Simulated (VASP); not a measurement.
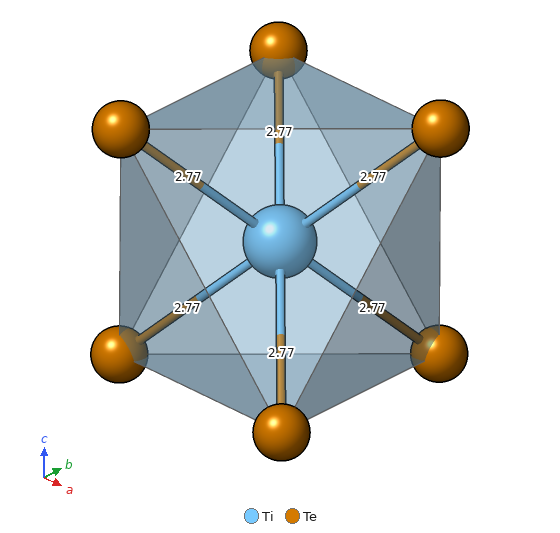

Coordination of Ti in TiTe2 (P-3m1); bond lengths in Å. The shape measure S (0 to 100) is the computed least-squares distance from an ideal polyhedron; S = 0 means ideal. Origin: an entry of the Crystallography Open Database, as set up for an electronic-structure calculation.

Question: Name the coordination polyhedron and say how regular it is.

Answer: TiTe6: a slightly distorted octahedron (coordination number 6, S = 0.24; next best trigonal prism, S = 15.5).

Question: Does the central atom sit at the centroid of its ligands?

Answer: Yes, to within 0.01 Å; the site symmetry is -3m.
